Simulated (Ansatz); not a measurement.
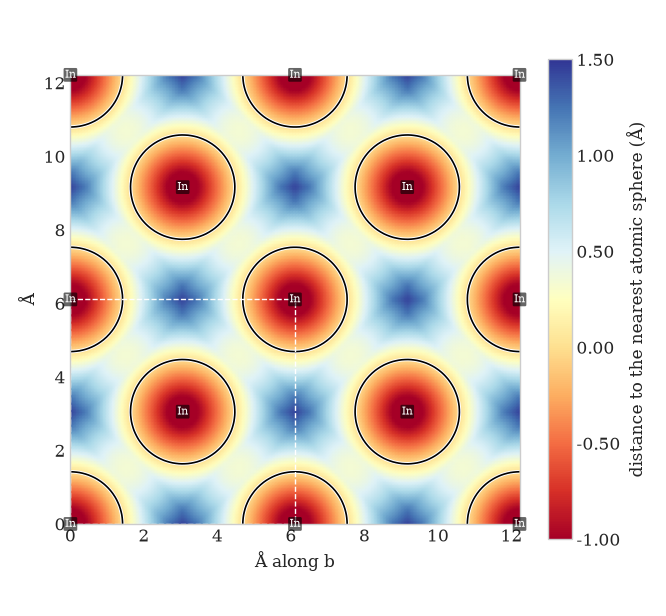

Map of the distance to the nearest atomic sphere in InAs (F-43m, No. 216), computed on the section x = 0.000 (parallel to b and c; the dashed line is one cell). The black line marks the spheres' surfaces; positive values are empty space; unlabelled circles belong to atoms above or below the section.

Atoms are hard spheres with covalent radii (Cordero): In 1.42 Å, As 1.19 Å.

The cell is taken from a calculation's input that goes back to an entry of the Crystallography Open Database (an earlier step may have relaxed or displaced it).

```cif
data_structure
_symmetry_space_group_name_H-M 'F-43m'
_symmetry_Int_Tables_number 216
_cell_length_a 6.1092
_cell_length_b 6.1092
_cell_length_c 6.1092
_cell_angle_alpha 90.000
_cell_angle_beta 90.000
_cell_angle_gamma 90.000
_cell_volume 228.01
loop_
_atom_site_label
_atom_site_type_symbol
_atom_site_symmetry_multiplicity
_atom_site_Wyckoff_symbol
_atom_site_fract_x
_atom_site_fract_y
_atom_site_fract_z
_atom_site_occupancy
In1 In 4 a 0.00000 0.00000 0.00000 1
As1 As 4 d 0.25000 0.25000 0.75000 1
```

Where is the largest hole in this section, and how large is it?

Answer. At 0.000, 0.000, 0.500 (fractional), where the distance reaches 1.46 Å; it is enclosed by 4 As (then 6 In) in a tetrahedral arrangement. It is the largest hole of the crystal.

How much of the crystal lies outside the spheres?

Answer. About 67 % of the cell's volume, and 66 % of this section's area.

What can pass through?

Answer. The largest sphere that fits anywhere has a diameter of 2.91 Å; the largest that can travel through the crystal, about 2.1 Å.
